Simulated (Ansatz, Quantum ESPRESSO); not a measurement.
# Evanescent states of LiH, rock salt type, lattice constant set to 4.0 Å, part 2 of 3

Aim: how fast states decay in the gap of LiH, rock salt type, lattice constant set to 4.0 Å.

Quantum ESPRESSO 7.5; plane-wave DFT, PBE, PseudoDojo norm-conserving pseudopotentials; cross-check by Ansatz 0.2.0 with PAW datasets.

So far. Step 2 (SCF with pw.x): The run needed 6 iterations to bring the estimated error under 1e-09 Ry.

## 3. Complex band structure

Level of this step: complex band structure by pwcond; plane-wave DFT, PBE, PseudoDojo norm-conserving pseudopotentials (Quantum ESPRESSO).

ikind = 0 solves one period of the crystal for all kz, real and complex, at each energy and k across. ewind and epsproj trim the two-dimensional plane-wave basis; nz1 sets the subslabs.

The input, cbs.in:

```
&inputcond
  outdir = './out'
  prefixl = 'scf'
  band_file = 'cbs'
  ikind = 0
  ewind = 4.0
  epsproj = 1e-05
  nz1 = 7
  energy0 = 6.9
  denergy = -0.23
/
4
  0.00000000 0.00000000 1.00000000
  0.50000000 0.00000000 1.00000000
  0.50000000 0.50000000 1.00000000
  0.25000000 0.00000000 1.00000000
40
```

Launch:

```
$ OMP_NUM_THREADS=1 mpirun -n 2 pwcond.x -in cbs.in > cbs.out
```

The log of the run:

```text
[banner, memory and clock lines left out]
Program PWCOND v.7.5 starts

          URL

     ./out/scf.save/

     IMPORTANT: XC functional enforced from input :
     Exchange-correlation= PBE
                           (   1   4   3   4   0   0   0)
     Any further DFT definition will be discarded
     Please, verify this is what you really want

     Reading collected, re-writing distributed wavefunctions

===== INPUT FILE containing the left lead =====

     GEOMETRY:

     lattice parameter (alat)  =       5.3450  a.u.
     the volume                =     215.9467 (a.u.)^3
     the cross section         =      28.5685 (a.u.)^2
     l of the unit cell        =       1.4142 (alat)
     number of atoms/cell      =            4
     number of atomic types    =            2

     crystal axes: (cart. coord. in units of alat)
               a(1) = (  1.0000  0.0000  0.0000 )
               a(2) = (  0.0000  1.0000  0.0000 )
               a(3) = (  0.0000  0.0000  1.4142 )

   Cartesian axes

     site n.     atom                  positions (alat units)
          1        Li     tau(  1)=(  0.0000  0.0000  1.4142  )
          2        H      tau(  2)=(  0.5000  0.5000  1.4142  )
          3        Li     tau(  3)=(  0.5000  0.5000  0.7071  )
          4        H      tau(  4)=(  0.0000  0.0000  0.7071  )

     nr1s                      =           27
     nr2s                      =           27
     nr3s                      =           40
     nr1sx                     =           27
     nr2sx                     =           27
     nr3sx                     =           40
     nr1                       =           27
     nr2                       =           27
     nr3                       =           40
     nr1x                      =           27
     nr2x                      =           27
     nr3x                      =           40

 _______________________________
  Radii of nonlocal spheres:

     type       ibeta     ang. mom.          radius (alat units)
       Li         1         0                    0.2582
       Li         2         0                    0.2619
       Li         3         1                    0.2077
       Li         4         1                    0.2077
       H          1         0                    0.1871
       H          2         0                    0.1871
       H          3         1                    0.1347
----- General information -----

----- Complex band structure calculation -----

     nrx                       =           27
     nry                       =           27
     nz1                       =            7

     energy0               =         6.9E+00
     denergy               =        -2.3E-01
     nenergy               =         40
     ecut2d                =         6.6E+01
     ewind                 =         4.0E+00
     epsproj               =         1.0E-05

     number of k_|| points=    4
                       cryst. coord.
        k(    1) = (   0.0000000   0.0000000), wk =   0.2500000
        k(    2) = (   0.5000000   0.0000000), wk =   0.2500000
        k(    3) = (   0.5000000   0.5000000), wk =   0.2500000
        k(    4) = (   0.2500000   0.0000000), wk =   0.2500000
----- Information about left lead -----

     nocros                   =           13
     noins                    =           13
     norb                     =           39
     norbf                    =           39
     nrz                      =           40

      iorb      type   ibeta   ang. mom.   m       position (alat)
        1        1       1        0        1   taunew(   1)=(  0.0000  0.0000  0.0000)
        2        1       2        0        1   taunew(   2)=(  0.0000  0.0000  0.0000)
        3        1       3        1        1   taunew(   3)=(  0.0000  0.0000  0.0000)
        4        1       3        1        2   taunew(   4)=(  0.0000  0.0000  0.0000)
        5        1       3        1        3   taunew(   5)=(  0.0000  0.0000  0.0000)
        6        1       4        1        1   taunew(   6)=(  0.0000  0.0000  0.0000)
        7        1       4        1        2   taunew(   7)=(  0.0000  0.0000  0.0000)
        8        1       4        1        3   taunew(   8)=(  0.0000  0.0000  0.0000)
        9        2       1        0        1   taunew(   9)=(  0.5000  0.5000  0.0000)
       10        2       2        0        1   taunew(  10)=(  0.5000  0.5000  0.0000)
       11        2       3        1        1   taunew(  11)=(  0.5000  0.5000  0.0000)
       12        2       3        1        2   taunew(  12)=(  0.5000  0.5000  0.0000)
       13        2       3        1        3   taunew(  13)=(  0.5000  0.5000  0.0000)
       14        1       1        0        1   taunew(  14)=(  0.5000  0.5000  0.7071)
       15        1       2        0        1   taunew(  15)=(  0.5000  0.5000  0.7071)
       16        1       3        1        1   taunew(  16)=(  0.5000  0.5000  0.7071)
       17        1       3        1        2   taunew(  17)=(  0.5000  0.5000  0.7071)
       18        1       3        1        3   taunew(  18)=(  0.5000  0.5000  0.7071)
       19        1       4        1        1   taunew(  19)=(  0.5000  0.5000  0.7071)
       20        1       4        1        2   taunew(  20)=(  0.5000  0.5000  0.7071)
       21        1       4        1        3   taunew(  21)=(  0.5000  0.5000  0.7071)
       22        2       1        0        1   taunew(  22)=(  0.0000  0.0000  0.7071)
       23        2       2        0        1   taunew(  23)=(  0.0000  0.0000  0.7071)
       24        2       3        1        1   taunew(  24)=(  0.0000  0.0000  0.7071)
       25        2       3        1        2   taunew(  25)=(  0.0000  0.0000  0.7071)
       26        2       3        1        3   taunew(  26)=(  0.0000  0.0000  0.7071)
       27        1       1        0        1   taunew(  27)=(  0.0000  0.0000  1.4142)
       28        1       2        0        1   taunew(  28)=(  0.0000  0.0000  1.4142)
       29        1       3        1        1   taunew(  29)=(  0.0000  0.0000  1.4142)
       30        1       3        1        2   taunew(  30)=(  0.0000  0.0000  1.4142)
       31        1       3        1        3   taunew(  31)=(  0.0000  0.0000  1.4142)
       32        1       4        1        1   taunew(  32)=(  0.0000  0.0000  1.4142)
       33        1       4        1        2   taunew(  33)=(  0.0000  0.0000  1.4142)
       34        1       4        1        3   taunew(  34)=(  0.0000  0.0000  1.4142)
       35        2       1        0        1   taunew(  35)=(  0.5000  0.5000  1.4142)
       36        2       2        0        1   taunew(  36)=(  0.5000  0.5000  1.4142)
       37        2       3        1        1   taunew(  37)=(  0.5000  0.5000  1.4142)
       38        2       3        1        2   taunew(  38)=(  0.5000  0.5000  1.4142)
       39        2       3        1        3   taunew(  39)=(  0.5000  0.5000  1.4142)
    k slab    z(k)  z(k+1)     crossing(iorb=1,norb)
    1   0.0000 0.0354 0.0354   111111111111100000000000000000000000000
    2   0.0354 0.0707 0.0354   111111111111100000000000000000000000000
    3   0.0707 0.1061 0.0354   111111111111100000000000000000000000000
    4   0.1061 0.1414 0.0354   111111111111100000000000000000000000000
    5   0.1414 0.1768 0.0354   111111111100000000000000000000000000000
    6   0.1768 0.2121 0.0354   111111111100000000000000000000000000000
    7   0.2121 0.2475 0.0354   110000000000000000000000000000000000000
    8   0.2475 0.2828 0.0354   110000000000000000000000000000000000000
    9   0.2828 0.3182 0.0354   000000000000000000000000000000000000000
   10   0.3182 0.3536 0.0354   000000000000000000000000000000000000000
   11   0.3536 0.3889 0.0354   000000000000000000000000000000000000000
   12   0.3889 0.4243 0.0354   000000000000000000000000000000000000000
   13   0.4243 0.4596 0.0354   000000000000011000000000000000000000000
   14   0.4596 0.4950 0.0354   000000000000011000000000000000000000000
   15   0.4950 0.5303 0.0354   000000000000011111111110000000000000000
   16   0.5303 0.5657 0.0354   000000000000011111111110000000000000000
   17   0.5657 0.6010 0.0354   000000000000011111111111110000000000000
   18   0.6010 0.6364 0.0354   000000000000011111111111110000000000000
   19   0.6364 0.6718 0.0354   000000000000011111111111110000000000000
   20   0.6718 0.7071 0.0354   000000000000011111111111110000000000000
   21   0.7071 0.7425 0.0354   000000000000011111111111110000000000000
   22   0.7425 0.7778 0.0354   000000000000011111111111110000000000000
   23   0.7778 0.8132 0.0354   000000000000011111111111110000000000000
   24   0.8132 0.8485 0.0354   000000000000011111111111110000000000000
   25   0.8485 0.8839 0.0354   000000000000011111111110000000000000000
   26   0.8839 0.9192 0.0354   000000000000011111111110000000000000000
   27   0.9192 0.9546 0.0354   000000000000011000000000000000000000000
   28   0.9546 0.9899 0.0354   000000000000011000000000000000000000000
   29   0.9899 1.0253 0.0354   000000000000000000000000000000000000000
   30   1.0253 1.0607 0.0354   000000000000000000000000000000000000000
   31   1.0607 1.0960 0.0354   000000000000000000000000000000000000000
   32   1.0960 1.1314 0.0354   000000000000000000000000000000000000000
   33   1.1314 1.1667 0.0354   000000000000000000000000001100000000000
   34   1.1667 1.2021 0.0354   000000000000000000000000001100000000000
   35   1.2021 1.2374 0.0354   000000000000000000000000001111111111000
   36   1.2374 1.2728 0.0354   000000000000000000000000001111111111000
   37   1.2728 1.3081 0.0354   000000000000000000000000001111111111111
   38   1.3081 1.3435 0.0354   000000000000000000000000001111111111111
   39   1.3435 1.3789 0.0354   000000000000000000000000001111111111111
   40   1.3789 1.4142 0.0354   000000000000000000000000001111111111111
 ngper, shell number =          145          23
 ngper, n2d =          145          44
---  E-Ef =    6.9000000  k =    0.0000000   0.0000000
---  ie =          1  ik =          1
 Nchannels of the left tip =            1
 Right moving states:
   k1(2pi/a)   k2(2pi/a)   E-Ef (eV)
   0.3070485  -0.0000000   6.9000000
 Left moving states:
   k1(2pi/a)   k2(2pi/a)   E-Ef (eV)
  -0.3070485  -0.0000000   6.9000000

---  E-Ef =    6.6700000  k =    0.0000000   0.0000000
---  ie =          2  ik =          1
 Nchannels of the left tip =            1
 Right moving states:
   k1(2pi/a)   k2(2pi/a)   E-Ef (eV)
   0.2941679  -0.0000000   6.6700000
 Left moving states:
   k1(2pi/a)   k2(2pi/a)   E-Ef (eV)
  -0.2941679  -0.0000000   6.6700000
[... further energies and points left out ...]
---  E-Ef =   -1.8400000  k =    0.2500000   0.0000000
---  ie =         39  ik =          4
 Nchannels of the left tip =            1
 Right moving states:
   k1(2pi/a)   k2(2pi/a)   E-Ef (eV)
  -0.2641090   0.0000000  -1.8400000
 Left moving states:
   k1(2pi/a)   k2(2pi/a)   E-Ef (eV)
   0.2641090   0.0000000  -1.8400000

---  E-Ef =   -2.0700000  k =    0.2500000   0.0000000
---  ie =         40  ik =          4
 Nchannels of the left tip =            1
 Right moving states:
   k1(2pi/a)   k2(2pi/a)   E-Ef (eV)
  -0.2963883   0.0000000  -2.0700000
 Left moving states:
   k1(2pi/a)   k2(2pi/a)   E-Ef (eV)
   0.2963883  -0.0000000  -2.0700000

Note: The following floating-point exceptions are signalling: IEEE_UNDERFLOW_FLAG
Note: The following floating-point exceptions are signalling: IEEE_UNDERFLOW_FLAG
```

It took 15 s on 2 MPI ranks of Arm Neoverse V1, shared host; peak memory 0.09 GiB.

Read from the output:

- peak of the smallest κ at the zone centre: 0.161 Å⁻¹
- energy of the peak at the zone centre: 1.38 eV
- peak of the smallest κ at (1/2, 1/2): 0.699 Å⁻¹
- peak of the smallest κ at (1/4, 0): 0.297 Å⁻¹

K across = (0, 0) in the cell's reciprocal vectors; values within 0.0025 1/Å of each other count once, columns are sorted by size at each energy, a dash where no further value was kept. Table of Im kz of the slowest decaying states by energy, zero at the highest filled level of the SCF mesh:

```tsv
energy (eV)	decay 1 (Å⁻¹)	decay 2 (Å⁻¹)	decay 3 (Å⁻¹)
-2.07	1.86	2.02	2.06
-1.61	1.83	2.00	2.03
-0.92	1.77	1.97	1.98
-0.46	1.74	1.95	1.96
0.00	1.71	1.92	1.94
0.46	0.121	1.67	1.89
1.15	0.158	1.61	1.84
1.61	0.159	1.57	1.81
2.07	0.145	1.54	1.77
2.76	0.081	1.48	1.72
3.22	1.43	1.69	1.79
3.68	1.39	1.65	1.77
4.37	1.32	1.59	1.73
4.83	1.27	1.56	1.71
5.29	1.23	1.52	1.68
5.75	1.17	1.48	1.65
6.44	1.09	1.41	1.61
6.90	1.03	1.37	1.58
```

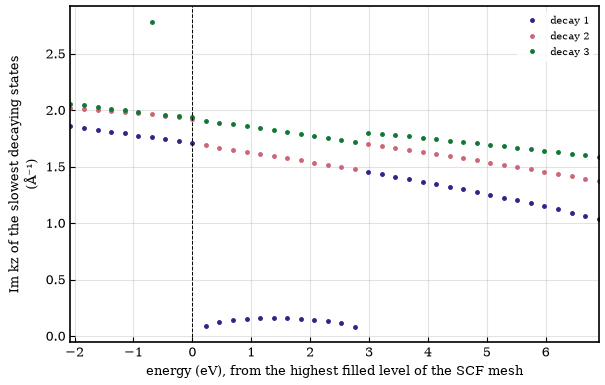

Im kz of the slowest decaying states, plotted against energy.

K across = (0, 0) in the cell's reciprocal vectors. Re kz of states that move upwards, channel 1 against energy, zero at the highest filled level of the SCF mesh:

```tsv
energy (eV)	Re kz of states that move upwards, channel 1 (Å⁻¹)
-2.07	-0.415
-0.92	-0.227
0.00	-0.00390
0.92	-
2.07	-
2.99	0.0139
3.91	0.189
5.06	0.313
5.98	0.400
```

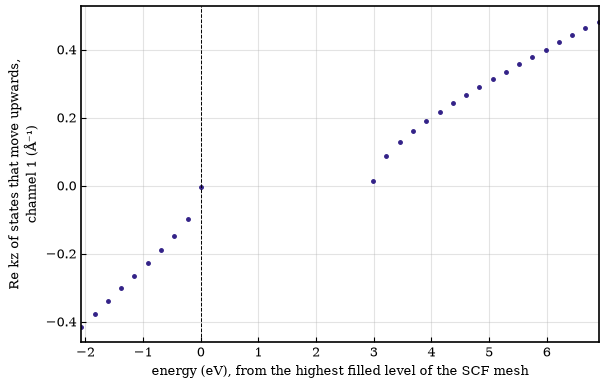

Re kz of states that move upwards, channel 1 against energy.

K across = (1/2, 0) in the cell's reciprocal vectors; values within 0.0025 1/Å of each other count once, columns are sorted by size at each energy, a dash where no further value was kept. Table of Im kz of the slowest decaying states by energy, zero at the highest filled level of the SCF mesh:

```tsv
energy (eV)	decay 1 (Å⁻¹)	decay 2 (Å⁻¹)	decay 3 (Å⁻¹)
-2.07	0.901	0.914	1.41
-0.92	0.98	0.989	1.45
0.00	0.935	0.942	1.46
0.92	0.86	0.866	1.47
2.07	0.738	0.742	1.46
2.99	0.613	0.617	1.44
3.91	0.447	0.451	1.42
5.06	1.38	1.38	1.68
5.98	1.34	1.34	1.60
```

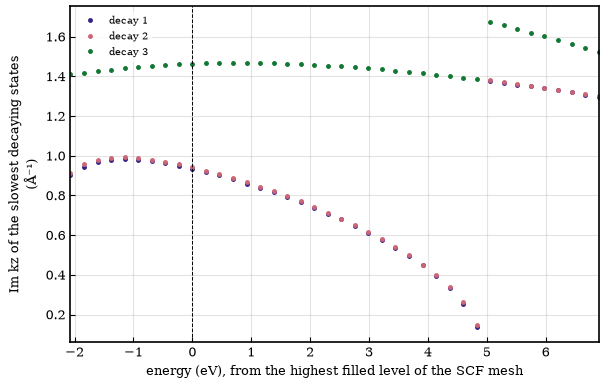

Im kz of the slowest decaying states against energy.

K across = (1/2, 1/2) in the cell's reciprocal vectors; values within 0.0025 1/Å of each other count once, columns are sorted by size at each energy, a dash where no further value was kept. The Im kz of the slowest decaying states by energy, zero at the highest filled level of the SCF mesh:

```tsv
energy (eV)	decay 1 (Å⁻¹)	decay 2 (Å⁻¹)	decay 3 (Å⁻¹)
-2.07	0.974	1.16	2.87
-1.61	0.885	1.10	2.85
-0.92	0.696	1.02	2.81
-0.46	0.454	0.957	2.79
0.00	0.011	0.891	2.77
0.46	0.542	0.82	2.74
1.15	0.699	0.704	2.71
1.61	0.605	0.757	2.68
2.07	0.494	0.79	2.66
2.76	0.245	0.818	2.62
3.22	0.828	2.59	2.93
3.68	0.831	2.56	2.91
4.37	0.828	2.52	2.88
4.83	0.821	2.50	2.85
5.29	0.81	2.47	2.83
5.75	0.796	2.44	2.81
6.44	0.768	2.39	2.78
6.90	0.745	2.36	2.76
```

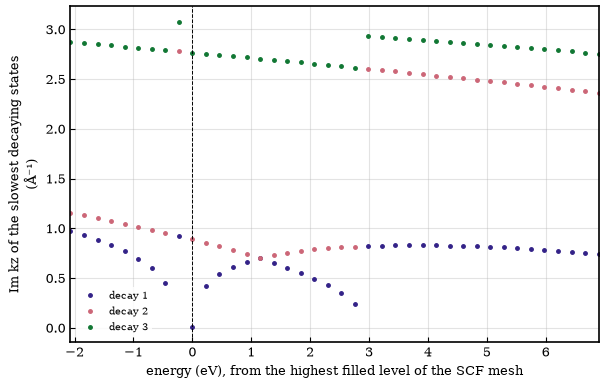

Im kz of the slowest decaying states against energy.

K across = (1/4, 0) in the cell's reciprocal vectors; values within 0.0025 1/Å of each other count once, columns are sorted by size at each energy, a dash where no further value was kept. Table of Im kz of the slowest decaying states by energy, zero at the highest filled level of the SCF mesh:

```tsv
energy (eV)	decay 1 (Å⁻¹)	decay 2 (Å⁻¹)	decay 3 (Å⁻¹)
-2.07	1.57	1.85	1.94
-0.92	1.46	1.81	1.86
0.00	0.196	1.37	1.77
0.92	0.28	1.26	1.73
2.07	0.295	1.12	1.63
2.99	0.255	0.997	1.56
3.91	0.129	0.856	1.48
5.06	0.656	1.37	1.53
5.98	0.484	1.28	1.48
```

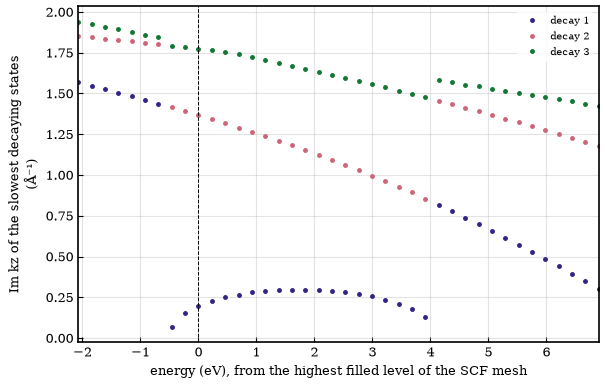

Im kz of the slowest decaying states, plotted against energy.

## 4. Complex band structure, with nz1 = 3

A sensitivity test on the input.

cbs.w.in is the input of step 3 with these lines changed:

```diff
@@ -3,3 +3,3 @@
   prefixl = 'scf'
-  band_file = 'cbs'
+  band_file = 'cbs.w'
   ikind = 0
@@ -7,3 +7,3 @@
   epsproj = 1e-05
-  nz1 = 7
+  nz1 = 3
   energy0 = 6.9
```

Launch:

```
$ OMP_NUM_THREADS=1 mpirun -n 2 pwcond.x -in cbs.w.in > cbs.w.out
```

The log of the run:

```text
[banner, memory and clock lines left out]
Program PWCOND v.7.5 starts
[citation notice left out]

[...]
./out/scf.save/

     IMPORTANT: XC functional enforced from input :
     Exchange-correlation= PBE
                           (   1   4   3   4   0   0   0)
     Any further DFT definition will be discarded
     Please, verify this is what you really want

     Reading collected, re-writing distributed wavefunctions

===== INPUT FILE containing the left lead =====

     GEOMETRY:

     lattice parameter (alat)  =       5.3450  a.u.
     the volume                =     215.9467 (a.u.)^3
     the cross section         =      28.5685 (a.u.)^2
     l of the unit cell        =       1.4142 (alat)
     number of atoms/cell      =            4
     number of atomic types    =            2

     crystal axes: (cart. coord. in units of alat)
               a(1) = (  1.0000  0.0000  0.0000 )
               a(2) = (  0.0000  1.0000  0.0000 )
               a(3) = (  0.0000  0.0000  1.4142 )

   Cartesian axes

     site n.     atom                  positions (alat units)
          1        Li     tau(  1)=(  0.0000  0.0000  1.4142  )
          2        H      tau(  2)=(  0.5000  0.5000  1.4142  )
          3        Li     tau(  3)=(  0.5000  0.5000  0.7071  )
          4        H      tau(  4)=(  0.0000  0.0000  0.7071  )

     nr1s                      =           27
     nr2s                      =           27
     nr3s                      =           40
     nr1sx                     =           27
     nr2sx                     =           27
     nr3sx                     =           40
     nr1                       =           27
     nr2                       =           27
     nr3                       =           40
     nr1x                      =           27
     nr2x                      =           27
     nr3x                      =           40

 _______________________________
  Radii of nonlocal spheres:

     type       ibeta     ang. mom.          radius (alat units)
       Li         1         0                    0.2582
       Li         2         0                    0.2619
       Li         3         1                    0.2077
       Li         4         1                    0.2077
       H          1         0                    0.1871
       H          2         0                    0.1871
       H          3         1                    0.1347
----- General information -----

----- Complex band structure calculation -----

     nrx                       =           27
     nry                       =           27
     nz1                       =            3

     energy0               =         6.9E+00
     denergy               =        -2.3E-01
     nenergy               =         40
     ecut2d                =         6.6E+01
     ewind                 =         4.0E+00
     epsproj               =         1.0E-05

     number of k_|| points=    4
                       cryst. coord.
        k(    1) = (   0.0000000   0.0000000), wk =   0.2500000
        k(    2) = (   0.5000000   0.0000000), wk =   0.2500000
        k(    3) = (   0.5000000   0.5000000), wk =   0.2500000
        k(    4) = (   0.2500000   0.0000000), wk =   0.2500000
----- Information about left lead -----

     nocros                   =           13
     noins                    =           13
     norb                     =           39
     norbf                    =           39
     nrz                      =           40

      iorb      type   ibeta   ang. mom.   m       position (alat)
        1        1       1        0        1   taunew(   1)=(  0.0000  0.0000  0.0000)
        2        1       2        0        1   taunew(   2)=(  0.0000  0.0000  0.0000)
[...]
39        2       3        1        3   taunew(  39)=(  0.5000  0.5000  1.4142)
    k slab    z(k)  z(k+1)     crossing(iorb=1,norb)
    1   0.0000 0.0354 0.0354   111111111111100000000000000000000000000
    2   0.0354 0.0707 0.0354   111111111111100000000000000000000000000
[...]
40   1.3789 1.4142 0.0354   000000000000000000000000001111111111111
 ngper, shell number =          145          23
 ngper, n2d =          145          44
---  E-Ef =    6.9000000  k =    0.0000000   0.0000000
---  ie =          1  ik =          1
 Nchannels of the left tip =            1
 Right moving states:
   k1(2pi/a)   k2(2pi/a)   E-Ef (eV)
   0.3069973  -0.0000000   6.9000000
 Left moving states:
   k1(2pi/a)   k2(2pi/a)   E-Ef (eV)
  -0.3069973  -0.0000000   6.9000000

---  E-Ef =    6.6700000  k =    0.0000000   0.0000000
---  ie =          2  ik =          1
 Nchannels of the left tip =            1
 Right moving states:
   k1(2pi/a)   k2(2pi/a)   E-Ef (eV)
   0.2941193  -0.0000000   6.6700000
 Left moving states:
   k1(2pi/a)   k2(2pi/a)   E-Ef (eV)
  -0.2941193  -0.0000000   6.6700000
[... further energies and points left out ...]
---  E-Ef =   -1.8400000  k =    0.2500000   0.0000000
---  ie =         39  ik =          4
 Nchannels of the left tip =            1
 Right moving states:
   k1(2pi/a)   k2(2pi/a)   E-Ef (eV)
  -0.2642668   0.0000000  -1.8400000
 Left moving states:
   k1(2pi/a)   k2(2pi/a)   E-Ef (eV)
   0.2642668   0.0000000  -1.8400000

---  E-Ef =   -2.0700000  k =    0.2500000   0.0000000
---  ie =         40  ik =          4
 Nchannels of the left tip =            1
 Right moving states:
   k1(2pi/a)   k2(2pi/a)   E-Ef (eV)
  -0.2965615   0.0000000  -2.0700000
 Left moving states:
   k1(2pi/a)   k2(2pi/a)   E-Ef (eV)
   0.2965615  -0.0000000  -2.0700000

[...]
```

Elapsed: 12 s, on 2 MPI ranks; peak memory 0.09 GiB.

The changed values were drawn from a wide range, not chosen for quality; the comparison shows what they did here together.

Beside the run it was changed from:

```tsv
quantity	this run	unchanged run	difference
peak of the smallest κ at the zone centre (Å⁻¹)	0.161	0.161	0
peak of the smallest κ at (1/2, 1/2) (Å⁻¹)	0.699	0.699	0
wall time (s)	12	15
```

The physical values in this table stay within 0.05 %.

(Part 2 of 3 ends here.)

[Logs are printed without paths, hosts, clocks, repeated set-up lines and the standing remarks that a program may print on its own settings, such as how far it seeks lower states.]

[Hosts, paths, dates, database ids (printed as entryN), source tags and the programs' standing remarks are cut or masked in the printed files.]

[Maps of the electrostatic potential energy from Ansatz leave out the sawtooth potential of an applied field or a dipole correction, so their vacuum need not be flat; planar profiles and work functions include it.]
